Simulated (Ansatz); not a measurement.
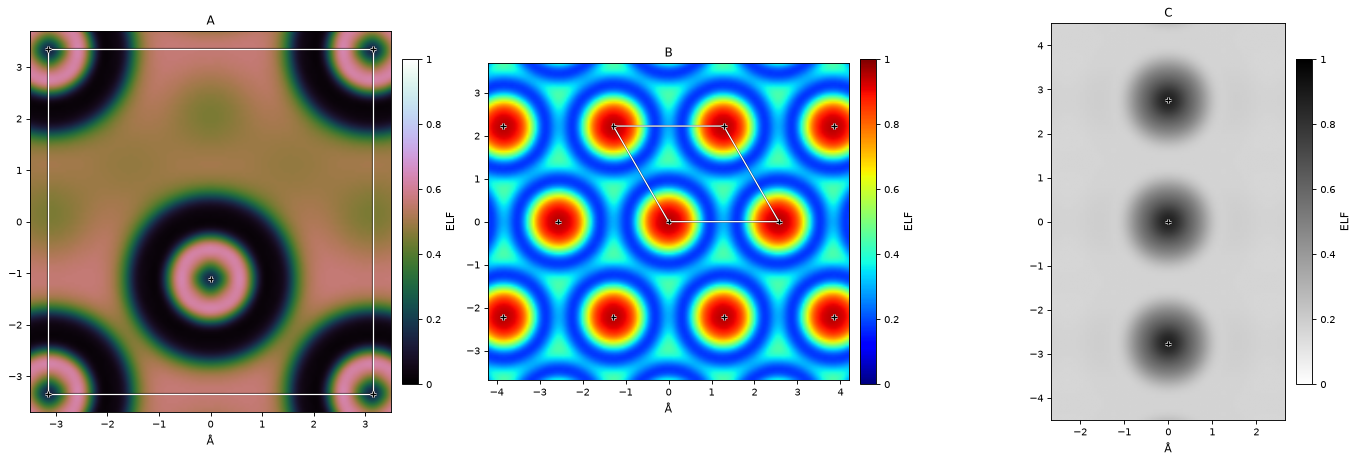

The electron localisation function of 3 systems, each on a plane through atoms (crosses mark nuclei in the plane).

The calculation used DFT, PBEsol, plane waves (420 eV) with PAW, scalar-relativistic (Ansatz 0.2.0).

System 1: Ag, the (100) plane of the conventional cell. Space group P6/mmm; set up as Ag, omega (AlB2-type); a generated structure, not necessarily the stable one; changed on purpose from its base cell (volume × 1.0); computed without spin polarisation.

```cif
data_structure
_symmetry_space_group_name_H-M 'P 1'
_symmetry_Int_Tables_number 1
_cell_length_a 4.6164
_cell_length_b 4.6164
_cell_length_c 2.7660
_cell_angle_alpha 90.000
_cell_angle_beta 90.000
_cell_angle_gamma 120.000
_cell_volume 51.05
loop_
_atom_site_label
_atom_site_type_symbol
_atom_site_fract_x
_atom_site_fract_y
_atom_site_fract_z
_atom_site_occupancy
Ag1 Ag 0.00000 0.00000 0.00000 1
Ag2 Ag 0.33333 0.66667 0.50000 1
Ag3 Ag 0.66667 0.33333 0.50000 1
```

System 2: Cr, the (001) plane of the conventional cell. Space group P6₃/mmc; set up as Cr, dhcp; a generated structure, not necessarily the stable one; changed on purpose from its base cell (volume × 1.12); computed pressure about −23 GPa in this cell; computed without spin polarisation.

System 3: Na, the (110) plane of the conventional cell. Space group P6₃/mmc; set up as Na, hcp; a generated structure, not necessarily the stable one; changed on purpose from its base cell (volume × 1.12).

> Which map belongs to which system?

Panel A is system 3, Na: the plane holds Na. Na–Na (3.86 Å): the ELF is about 0.45 at the midpoint. Panel B is system 2, Cr: the plane holds Cr. Cr–Cr (2.57 Å): the ELF is about 0.30 at the midpoint: no localised pair shows between them. Panel C is system 1, Ag: the plane holds Ag. Ag–Ag (2.77 Å): the ELF is about 0.15 at the midpoint: no shared electron pair shows on this line.
